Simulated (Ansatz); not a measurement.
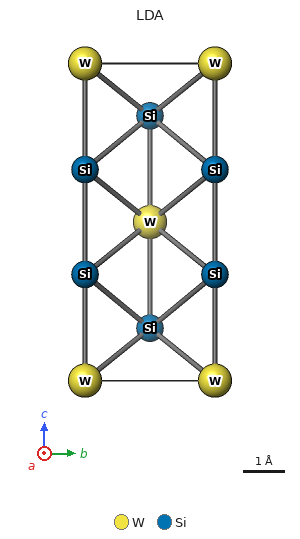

Crystalline Si$_{2}$W (set up in I4/mmm), relaxed (cell and atoms) with several functionals. The picture shows the result with LDA. The picture is a ball-and-stick view of the conventional cell (2 times the calculation's cell), seen along the a axis. Lengths and directions refer to the drawn axes.

Computed with Ansatz 0.2.0: Ansatz PAW. Settings: plane-wave cutoff 420 eV; k-point mesh 12 × 12 × 12; occupations fermi-dirac; smearing width 0.05 eV; no spin polarisation; cell and atoms relaxed; force threshold 0.01 eV/Å.

| functional | volume (Å³/atom) | a (Å) | c (Å) |
| --- | --- | --- | --- |
| LDA | 13.143 | 3.185 | 7.773 |
| r2SCAN | 13.413 | 3.211 | 7.806 |
| PBE | 13.671 | 3.229 | 7.869 |
| PBEsol | ? | ? | ? |

Fill in the missing row.

Answer. With PBEsol the volume falls between LDA (13.143) and r2SCAN (13.413). The calculation gives 13.360 Å³/atom (a = 3.202 Å, c = 7.817 Å). In order of volume: LDA < PBEsol < r2SCAN < PBE; the spread is 4.0 %.
